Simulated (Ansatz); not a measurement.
Geometry relaxation of Al3As3H (part 1 of 3)

Al3As3H (slab, 7 atoms in the cell), computed with DFT PBEsol, scalar-relativistic, plane waves, PAW, spin-polarised (Ansatz 0.2.0).

The structure derives from an entry of the Crystallography Open Database. The input holds or restrains some coordinates. Forces given for the steps count only the free coordinates. It belongs to a series of runs on one base structure; here: H put at a top Al site.

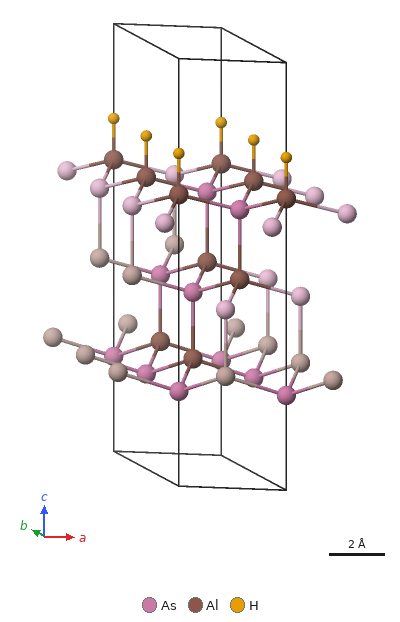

*The input geometry (ball-and-stick view of the 1 × 2 repeat of the cell, with the vacuum cut short, seen slightly off an axis; neighbours outside the cell are drawn fainter). An atom can appear more than once, as a periodic image.*

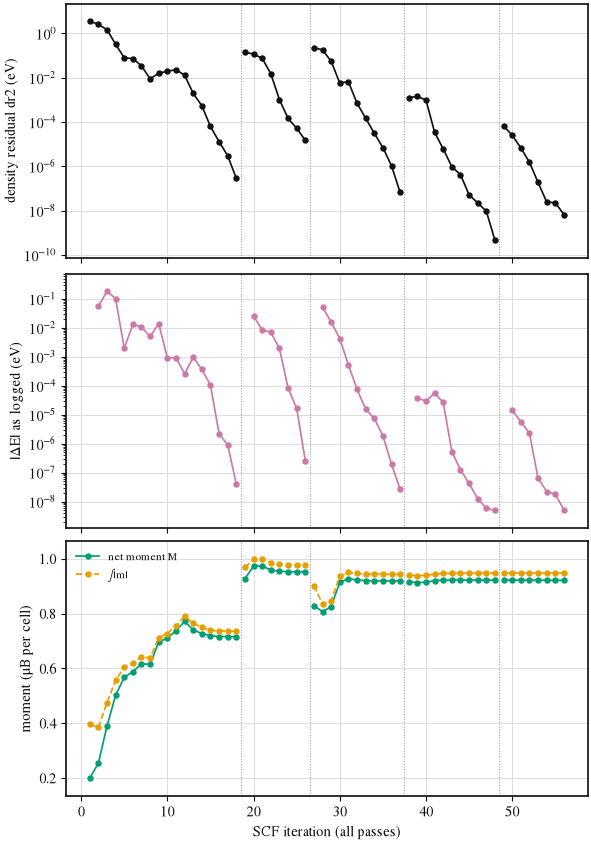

*Convergence of the self-consistent field: density residual dr2, size of the energy change and magnetic moment against the SCF iteration. The dotted lines part the SCF passes of the relaxation: geometry steps, rejected trials and re-solves on a re-selected basis.*

The 5 passes take 8 to 18 iterations each, 56 in all. The net moment goes from 0.2 to 0.9 μB per cell.

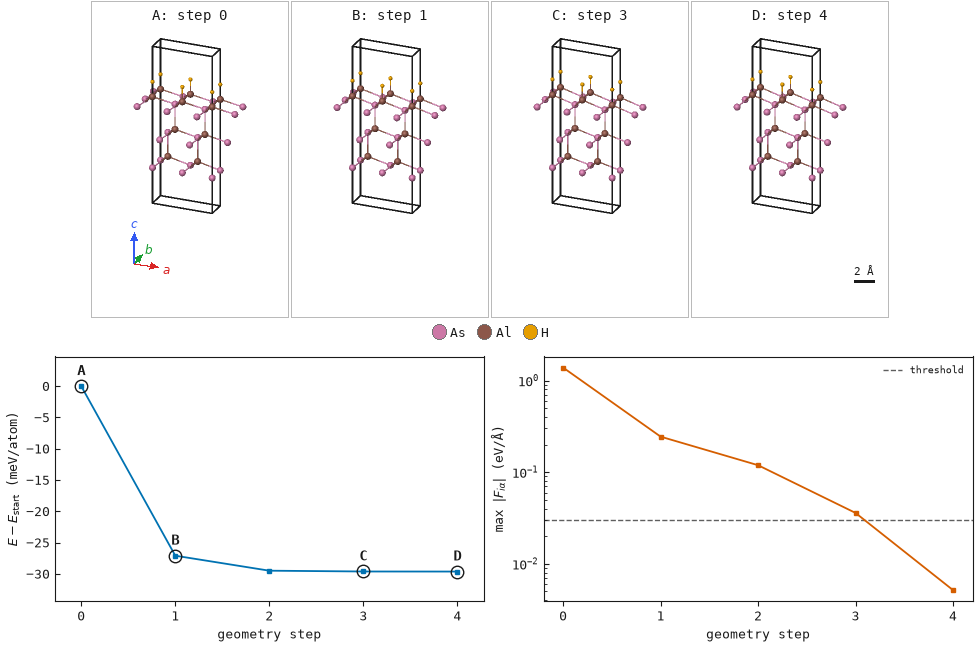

*Frames of the restrained relaxation (ball-and-stick view of the 2 × 1 repeat of the cell, with the vacuum cut short, with bonded neighbours outside it, seen slightly off an axis) above the curves, on which the letters mark them (the first geometry is step 0 here and step 1 in the log).*

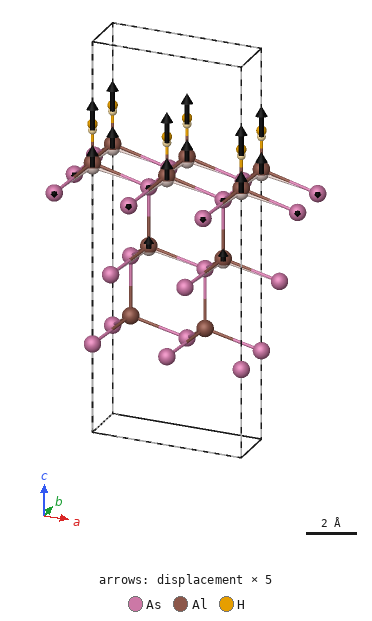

*Start (faint) and end (solid) with the displacements as black arrows, magnified 5 times (ball-and-stick view of the 2 × 1 repeat of the cell, with the vacuum cut short, with bonded neighbours outside it, seen slightly off an axis).*

The largest move is that of H7, 0.25 Å. Largest moves by element: H 0.25 Å, Al 0.18 Å, As 0.05 Å. The cell doesn't change. Among the contacts that change: Al4–As5 2.578 → 2.424 Å, As5–Al6 2.412 → 2.486 Å, Al6–H7 1.520 → 1.593 Å, As3–Al4 2.430 → 2.464 Å. Among the angles that change: Al4–As5–Al6 106.2° → 111.3°, As5–Al6–H7 106.2° → 111.3°, Al6–As5–Al6 112.5° → 107.6°. Over 4 geometry steps the energy falls by 29.6 meV per atom. Largest force component: 1.4 eV/Å at the start, 0.0052 eV/Å at the end. (Atoms are counted from 1 in the order of the input.)

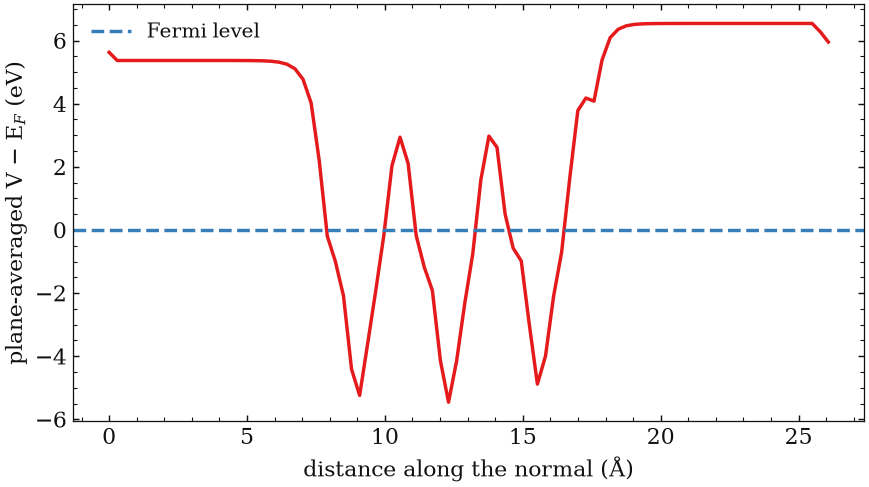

*Plane average of the electrostatic potential energy of an electron across the cell, from the Fermi level.*

The vacuum level lies 6.54 eV above the Fermi level on the upper side and 5.37 eV on the lower.

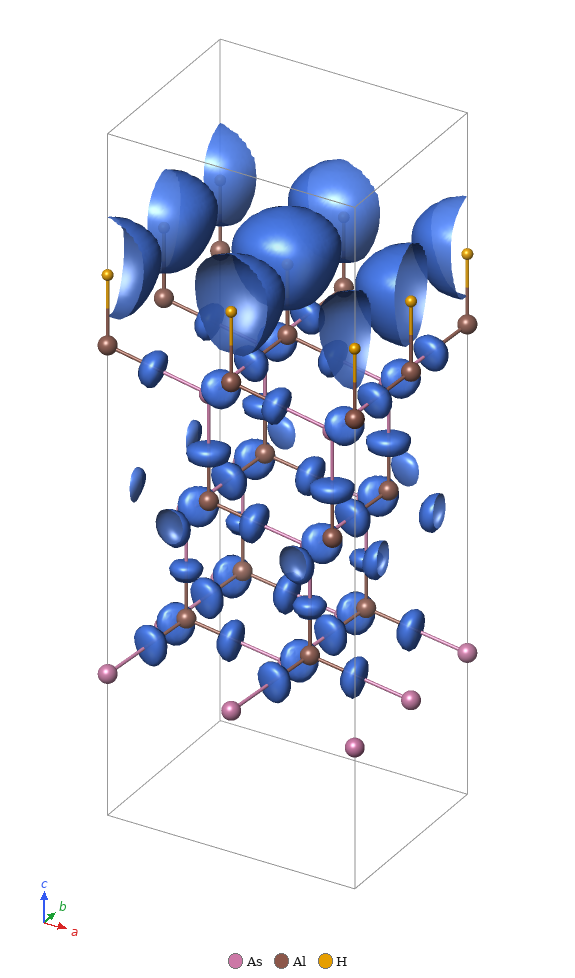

*Isosurface of the electron localisation function at 0.85 (blue), seen slightly off an axis. Core shells and regions of very low density are left out. Sticks mark near contacts.*

Values along the shortest contacts: Al–H (1.59 Å): the ELF is about 1 at the midpoint. In a PAW calculation such maps are meaningful between the atoms, not at the nuclei.

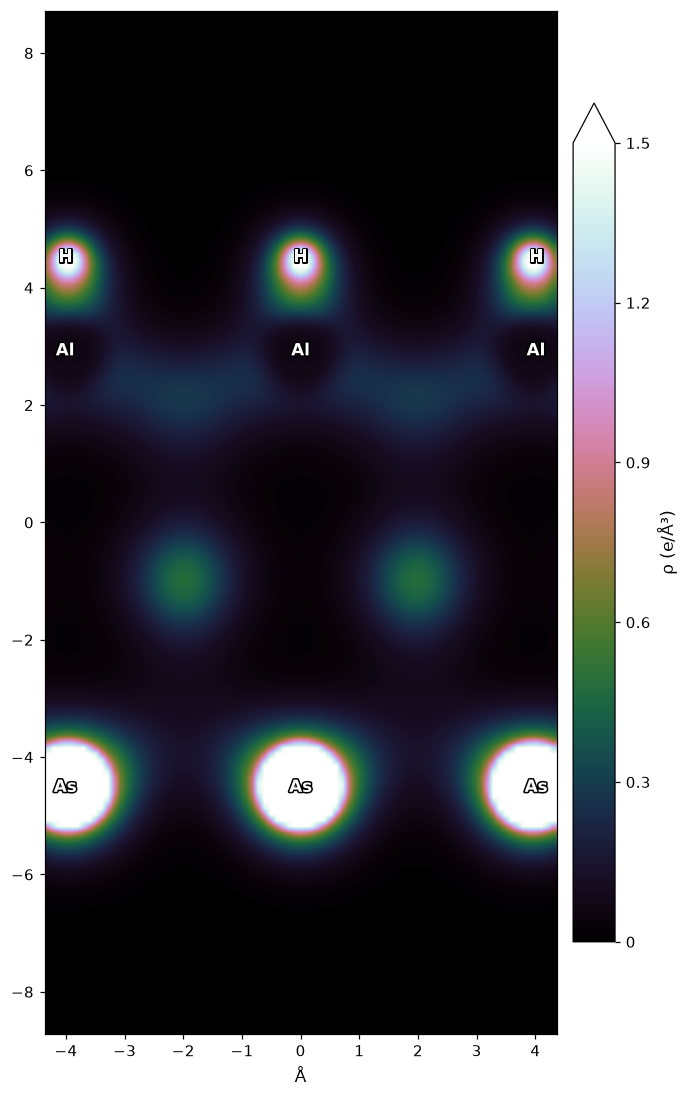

*Valence pseudo-density on the (010) plane of the calculation cell, a cut from vacuum to vacuum.*

The section cuts through As, Al and H sites. Al–H (1.59 Å): the density is about 0.45 e/Å³ at the midpoint. The density dies away to nearly zero in the vacuum.

The input that produced these results follows, with the program's output.

## Input
```yaml
crystal:
  lattice:
    - [4.012545656, 0.0, 0.0]
    - [-2.006272828, 3.474966472, 0.0]
    - [0.0, 0.0, 26.3715170702]
  atoms:
    - { symbol: As, position: [0.0, 0.0, 0.3223174448] }
    - { symbol: Al, position: [0.3333333333, 0.6666666667, 0.3533758573] }
    - { symbol: As, position: [0.3333333333, 0.6666666667, 0.4465510944] }
    - { symbol: Al, position: [0.6666666667, 0.3333333333, 0.4744244183] }
    - { symbol: As, position: [0.6666666667, 0.3333333333, 0.5721729261] }
    - { symbol: Al, position: [0.0, 0.0, 0.5976709993] }
    - { symbol: H, position: [0.0, 0.0, 0.6553089424], spin: 1.0 }
basis:
  ecutwfc: 420
kpoints:
  mp_grid: { grid: [9, 9, 1] }
hamiltonian:
  xc: pbesol
scf:
  occupations: { method: gaussian, width: 0.05 }
output:
  forces: true
  eigenvalues: true
  populations: true
  write_density: true
  write_potential: true
  elf: true
  volumetric_format: npy
magnetization:
  spin_polarized: true
relax:
  adjacent_minimum: "off"
  f_tol: 0.03
  max_steps: 70
  constraints: [{ sites: [0, 1, 2] }]
efield:
  axis: 3
  dipole_correction: true
  ramp_width: 0.04
```

Command:
```bash
ansatz run input.yaml --threads 2 --pin off --max-ram 5120MiB --backend cpu --events-out ev --progress --plain --runs-dir out
```

## The program's output
```
Engine: ansatz 0.2.0, x86_64-unknown-linux-gnu
Pseudopotentials: kind: paw
Pseudopotential: As, paw, valence charge 15, recommended cutoff 420 eV (normal), As.paw.azcp
Pseudopotential: Al, paw, valence charge 3, recommended cutoff 420 eV (normal), Al.paw.azcp
Pseudopotential: H, paw, valence charge 1, recommended cutoff 420 eV (normal), H.paw.azcp
Functional definition: PBEsol
  exchange = pbesol_x
  correlation = pbesol_c
Crystal: 7 atoms, lattice volume = 367.710 Å³
Basis set: ecut = 420 eV, 7265 PW (Γ), exchange–correlation on 54×54×360 points (8 copies of the dense FFT grid, shifted against one another)
Bands: 35, of which v1, the nominal top of the filled ones, is band 28 counted from 1 (27 counted from 0)
Symmetry: 6 space group operations
k-points: 12 of 81 (time reversal used)
Non-local potential: As, projectors of the file, l = 0: 2, l = 1: 2, l = 2: 3, l = 3: 1
Non-local potential: Al, projectors of the file, l = 0: 2, l = 1: 2, l = 2: 1
Non-local potential: H, projectors of the file, l = 0: 2, l = 1: 1
PAW form: soft (Blöchl's): semilocal exchange-correlation on the pseudo side does not see the compensation charge
PAW frozen core: As, regenerated for the run's functional, and the local potential with it (the file was generated under x = pbe(κ = 0.804, μ = 0.2195149727645171), c = pbe(β = 0.06672455060314922))
PAW frozen core: Al, regenerated for the run's functional, and the local potential with it (the file was generated under x = pbe(κ = 0.804, μ = 0.2195149727645171), c = pbe(β = 0.06672455060314922))
PAW one-centre angular grid: As, 590 points (default); XC on 64 Gauss nodes
PAW one-centre angular grid: Al, 110 points (default); XC on 64 Gauss nodes
PAW one-centre angular grid: H, 110 points (default); XC on 64 Gauss nodes
Initial density: superposition of atomic densities (neutral atoms: chi_scale 0, normalization atom)
Starting moments: Σ|m| = 1 μB on 1 of 7 sites
Initial wavefunctions: pseudopotential atomic-orbital guess
Functional: x = pbesol(κ = 0.804, μ = 0.12345679012345678), c = pbesol(β = 0.046)
```
